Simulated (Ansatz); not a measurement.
Input file:

```
crystal:
  lattice:
    - [0.0, 2.3451094916, 2.3451094916]
    - [2.3451094916, 0.0, 2.3451094916]
    - [2.3451094916, 2.3451094916, 0.0]
  atoms:
    - { symbol: Zr, position: [0.5, 0.5, 0.5], spin: 0.5 }
    - { symbol: "N", position: [0.0, 0.0, 0.0] }
hamiltonian:
  xc: pbe
  pseudopotentials: { kind: paw, source: jth }
  dispersion: d3bjatm
magnetization:
  spin_polarized: true
kpoints:
  mp_grid: { grid: [10, 10, 10] }
scf:
  occupations: { method: gaussian, width: 0.02 }
output:
  forces: true
  stress: true
  eigenvalues: true
  write_density: true
  write_potential: true
  elf: true
  volumetric_format: npy
```

Run with:

```sh
ansatz run input.yaml --threads 1 --pin off --max-ram 2560MiB --backend cpu --events-out ev --progress --plain --runs-dir out
```

Below, planes, directions and counts refer to the conventional cell (a = 4.69 Å, b = 4.69 Å, c = 4.69 Å, α = 90.00°, β = 90.00°, γ = 90.00°).

Space group Fm-3m; computed pressure about −18 GPa in this cell; the program warned that a starting moment wasn't kept; spin-polarised, but the moments vanished.

Method: Ansatz 0.2.0, Kohn-Sham DFT of a periodic cell, PBE with D3(BJ)-ATM, JTH PAW.

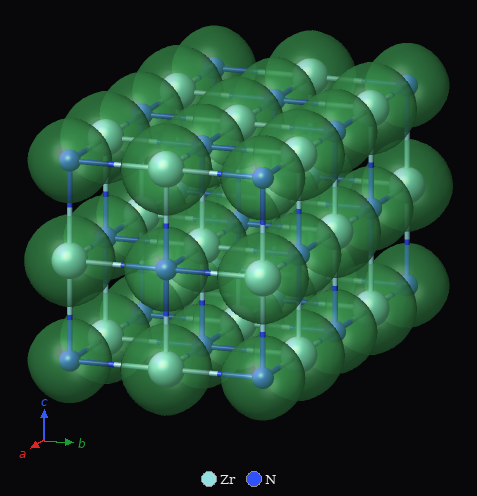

ZrN. Isosurface of the valence electron density at 0.5 e/Å³ (green), seen slightly off an axis. Sticks mark near contacts.

### What does this surface tell about the bonding?

At this value the density breaks into separate islands; it holds about 75 % of the electrons treated as valence (semicore included). It bridges none of the near contacts. It is pinched off along the shortest Zr–N (2.35 Å) contacts. On the grid the lowest density along these lines, outside the cores, is 0.4 e/Å³ (Zr–N, 2.35 Å).
